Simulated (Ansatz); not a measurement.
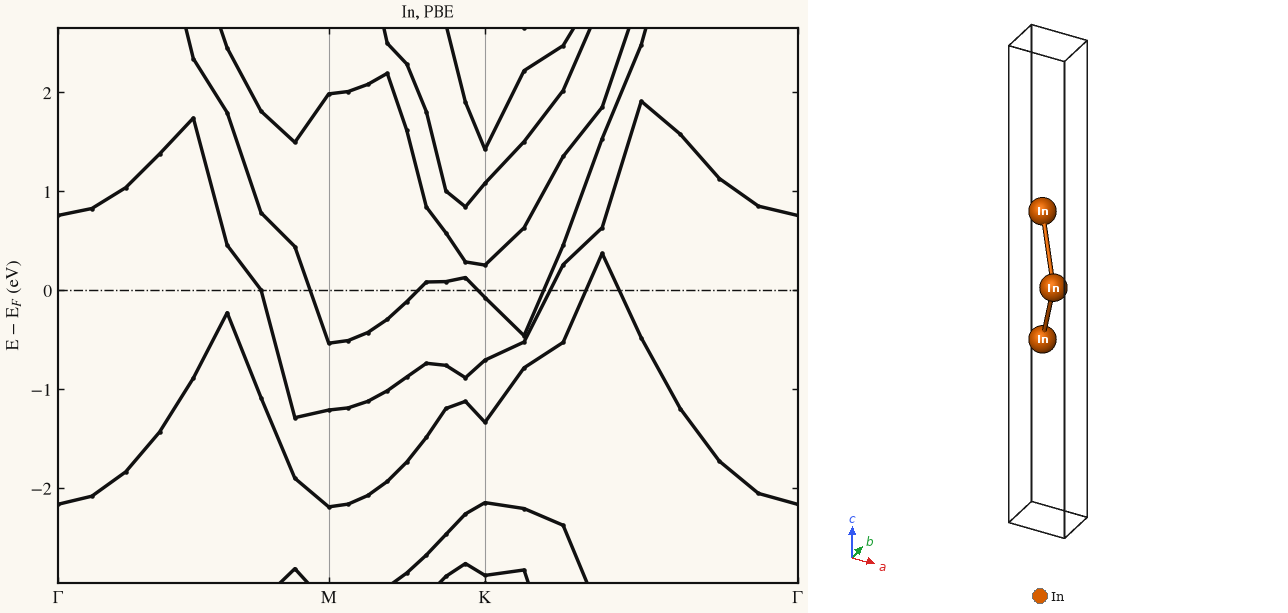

Band structure, beside the structure. Energies are counted from the Fermi level.

Calculation on a slab of In, 3 atoms in the cell, the (0 0 1) slab of In, cut from the database cell, not relaxed.

Method: PBE, all-electron LAPW, no spin polarisation, no spin-orbit coupling, 9×9×1 k mesh in the self-consistent step, Fermi-Dirac smearing of 0.05 eV (Ansatz).

Q: Metal, semiconductor or insulator?

A: A metal: bands cross the Fermi level along this path.

Q: Which levels at K lie nearest to the Fermi level?

A: At K the nearest levels lie 0.07 eV below and 0.25 eV above the Fermi level.

Spin-orbit coupling is left out, which matters for In. Bands are joined in order of energy, so crossings between the computed points show as kinks or gaps.
